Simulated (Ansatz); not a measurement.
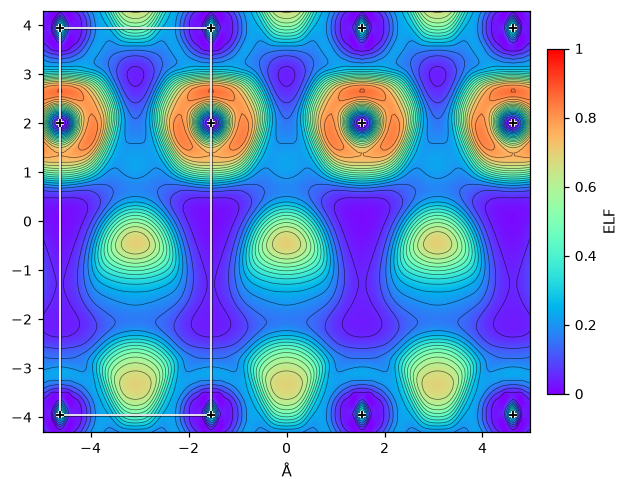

The electron localisation function on a plane through atoms (crosses mark nuclei in the plane).

Computed with DFT, PBE, plane waves, PAW in Ansatz 0.2.0.

Candidates:
A. BN, a = 2.58 Å, b = 2.58 Å, c = 6.24 Å, α = 90.00°, β = 90.00°, γ = 120.00°. Space group R3m; started from the zincblende prototype, which need not be the ambient phase; changed on purpose from its base cell (epitaxial 111 strain +1.0%); computed pressure about −2 GPa in this cell.
B. GaN, a = 3.09 Å, b = 3.09 Å, c = 7.90 Å, α = 90.00°, β = 90.00°, γ = 120.00°. Space group R3m; started from the zincblende prototype, which need not be the ambient phase; changed on purpose from its base cell (epitaxial 111 strain -3.0%); computed pressure about 17 GPa in this cell.

**Which candidate gave the map?**

Candidate B: GaN on the (100) plane of the conventional cell, which holds Ga and N. Ga–N (1.94 Å): the ELF peaks at about 0.85 in the valence shell of N, 0.7 Å from its nucleus, and is about 0.45 at the midpoint.
